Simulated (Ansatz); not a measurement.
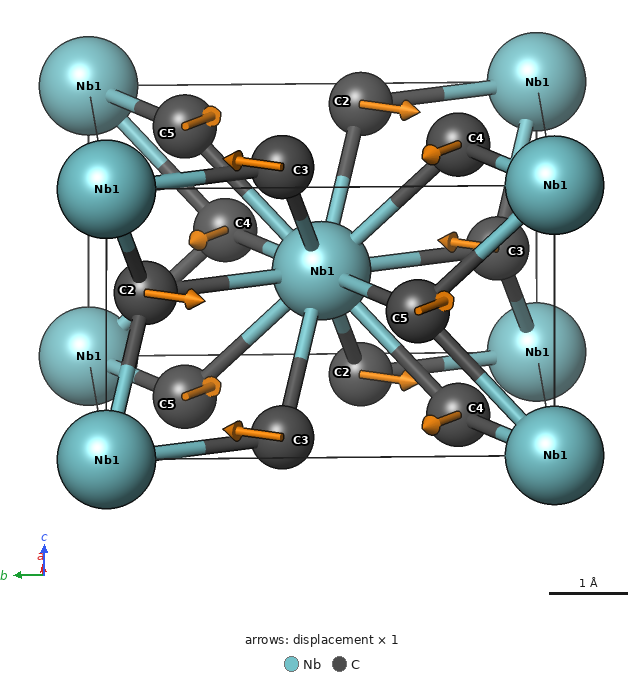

A relaxation of a crystal of NbC₄ (a generated structure, set up in I4/m) (coarse preliminary run). The starting structure is drawn; orange arrows show the displacements (the part carried along by the change of the cell is left out), at their true length.

A ball-and-stick model of the conventional cell (2 times the calculation's cell), seen from a free direction. Lengths and directions refer to the drawn axes.

Level of theory: Ansatz 0.2.0, DFT PBE, scalar-relativistic, plane waves, PAW. Settings: plane-wave cutoff 420 eV; k-point mesh 6 × 6 × 6; occupations gaussian; smearing width 0.1 eV; no spin polarisation; cell and atoms relaxed; force threshold 0.04 eV/Å; at most 70 steps.

> Which element moves most?

Carbon: up to 0.92 Å, against 0.00 Å for niobium.

> What did the optimiser do to the structure, and how much energy did it gain?

Over 12 accepted moves (14 points after the start) the energy falls by 2401 meV per atom. The largest force component goes from 0.99 to 0.0037 eV/Å. Pressure: −38.08 GPa at the start and 0.12 GPa at the end. At 2 points the geometry stayed and the basis and grid were re-selected for the new cell (energy shift of 4.8 meV per atom at most each time). The largest moves relative to the cell, 0.92 Å, are those of C2, C3, C4 and C5. C2 goes along [−2 −3 0]. Nb stays in place. The drawn cell changes as follows: a = b 5.808 → 6.309 Å (+8.6 %), c 3.598 → 2.589 Å (−28.0 %); the volume changes by −15.1 %. Some distances before and after: C2–C3 2.575 → 1.396 Å, Nb1–Nb1 3.598 → 2.589 Å, Nb1–C2 2.575 → 2.357 Å, Nb1–C2 (another image) 2.596 → 2.492 Å. New bonds form, among them: C2–C3 (2.57 → 1.40 Å), C4–C5 (2.57 → 1.40 Å). Among the angles between lasting bonds that change: Nb1–C2–Nb1 120.3° → 146.7°, Nb1–C2–Nb1 88.6° → 66.6°. The space group (tolerance 0.01 Å) goes from I4/m (No. 87) to I4/mmm (No. 139).
